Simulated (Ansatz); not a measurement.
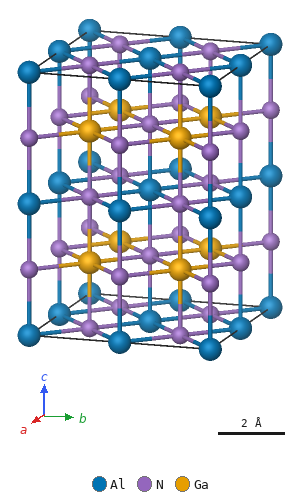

Starting frame of a dynamics run of a 32-atom cell of AlGaN2. A ball-and-stick model of the simulation cell, seen slightly off an axis. Bonds to atoms that aren't drawn are left out.

Method: DFT, r2SCAN, plane waves, PAW (Ansatz 0.2.0).

Input
```yaml
crystal:
  lattice:
    - [5.8451300317, 0.0, 0.0]
    - [0.0, 5.8451300317, 0.0]
    - [0.0, 0.0, 8.2744587813]
  atoms:
    - { symbol: Al, position: [0.0, 0.0, 0.0] }
    - { symbol: "N", position: [0.0, 0.0, 0.25] }
    - { symbol: Ga, position: [0.25, 0.25, 0.25] }
    - { symbol: "N", position: [0.25, 0.25, 0.0] }
    - { symbol: Al, position: [0.0, 0.0, 0.5] }
    - { symbol: "N", position: [0.0, 0.0, 0.75] }
    - { symbol: Ga, position: [0.25, 0.25, 0.75] }
    - { symbol: "N", position: [0.25, 0.25, 0.5] }
    - { symbol: Al, position: [0.0, 0.5, 0.0] }
    - { symbol: "N", position: [0.0, 0.5, 0.25] }
    - { symbol: Ga, position: [0.25, 0.75, 0.25] }
    - { symbol: "N", position: [0.25, 0.75, 0.0] }
    - { symbol: Al, position: [0.0, 0.5, 0.5] }
    - { symbol: "N", position: [0.0, 0.5, 0.75] }
    - { symbol: Ga, position: [0.25, 0.75, 0.75] }
    - { symbol: "N", position: [0.25, 0.75, 0.5] }
    - { symbol: Al, position: [0.5, 0.0, 0.0] }
    - { symbol: "N", position: [0.5, 0.0, 0.25] }
    - { symbol: Ga, position: [0.75, 0.25, 0.25] }
    - { symbol: "N", position: [0.75, 0.25, 0.0] }
    - { symbol: Al, position: [0.5, 0.0, 0.5] }
    - { symbol: "N", position: [0.5, 0.0, 0.75] }
    - { symbol: Ga, position: [0.75, 0.25, 0.75] }
    - { symbol: "N", position: [0.75, 0.25, 0.5] }
    - { symbol: Al, position: [0.5, 0.5, 0.0] }
    - { symbol: "N", position: [0.5, 0.5, 0.25] }
    - { symbol: Ga, position: [0.75, 0.75, 0.25] }
    - { symbol: "N", position: [0.75, 0.75, 0.0] }
    - { symbol: Al, position: [0.5, 0.5, 0.5] }
    - { symbol: "N", position: [0.5, 0.5, 0.75] }
    - { symbol: Ga, position: [0.75, 0.75, 0.75] }
    - { symbol: "N", position: [0.75, 0.75, 0.5] }
kpoints:
  mp_grid: { grid: [2, 2, 2] }
hamiltonian:
  xc: r2scan
scf:
  occupations: { method: fermi_dirac, width: 0.02 }
md:
  ensemble: nve
  temperature: 200
  timestep: 1.0
  n_steps: 20
  initial_velocities: maxwell_boltzmann
  seed: 5286
```

Run as
```bash
ansatz run input.yaml --threads 4 --pin off --max-ram 3686MiB --backend cpu --events-out ev --progress --plain --runs-dir out
```

Q: Predict how the run goes.

A: The mean temperature in the second half is 73 K (standard deviation 13 K). The first frame carries almost no forces, so kinetic energy first flows into potential energy: the temperature drops from 200 to 62 K within 17 fs, and without a thermostat its mean stays below the start. The potential energy in the second half lies on average 15.9 meV per atom above the first frame. Root-mean-square distances from the starting positions over the second half, with the common drift of all atoms taken out: N 0.06 Å, Al 0.06 Å, Ga 0.04 Å. The run lasts only 20 fs, too short to tell vibration from diffusion.

Along the run:

| time (fs) | potential energy (meV/atom) | T (K) |
| --- | --- | --- |
| 0.0 | 0.0 | 200 |
| 2.0 | 0.7 | 194 |
| 4.0 | 2.7 | 179 |
| 6.0 | 5.6 | 155 |
| 8.0 | 8.9 | 129 |
| 10.0 | 12.1 | 103 |
| 12.0 | 14.7 | 83 |
| 14.0 | 16.5 | 69 |
| 16.0 | 17.2 | 63 |
| 18.0 | 17.2 | 63 |
| 20.0 | 16.6 | 67 |

The paths of the atoms, magnified 5 times:

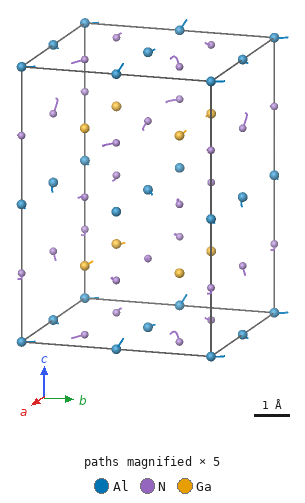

Cost: 5 min on 4 threads of Arm Neoverse N1 (shared host), peak memory 1.9 GiB.
